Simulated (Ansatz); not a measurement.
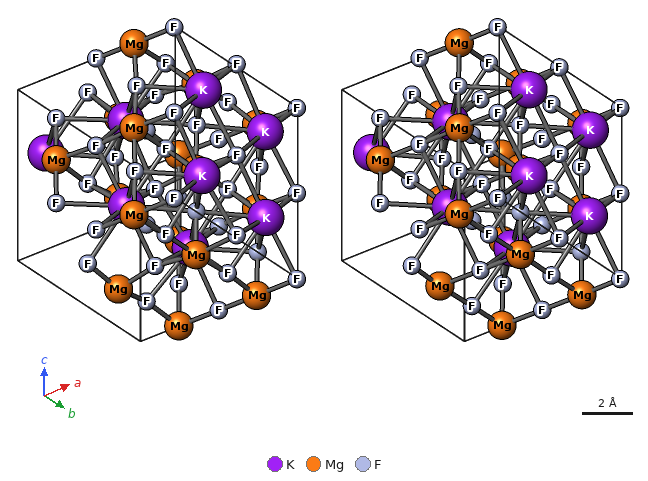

Two geometries of a defect cell of composition K7Mg8F23, drawn at one scale. One is the start of a relaxation, the other its converged end. Style: ball-and-stick. Shown: the cell of the calculation (origin shifted), from a free direction.

Computed with DFT, PBEsol, PAW, plane waves in Ansatz 0.2.0. Settings: plane-wave cutoff 420 eV; k-point mesh 1 × 1 × 1; mesh shifted by (0.25, 0.25, 0.25); no spin polarisation; atoms relaxed in a fixed cell; force threshold 0.03 eV/Å; at most 80 steps.

Which geometry has the lower energy?

Answer. The left one is the relaxed one. An F atom moves most: 0.23 Å roughly along [−1 0 −2]. Largest moves by element: F 0.23 Å, Mg 0.16 Å, K 0.13 Å. The cell stays as it was. Some distances before and after: K–Mg 3.411 → 3.661 Å, F–K 2.799 → 3.000 Å, F–K 2.769 → 2.941 Å, F–K 2.800 → 2.952 Å. Bond angles that change, for instance: F–Mg–F 178.6° → 161.7°, F–Mg–F 177.3° → 161.7°, F–Mg–F 87.8° → 103.0°. Over 4 geometry steps the energy falls by 1.731 eV per cell of the calculation. Largest force component: 2.7 eV/Å at the start, 0.0051 eV/Å at the end.

Limits of the set-up: the periodic images lie only 8.0 Å apart, so the values are limited by the cell's size.
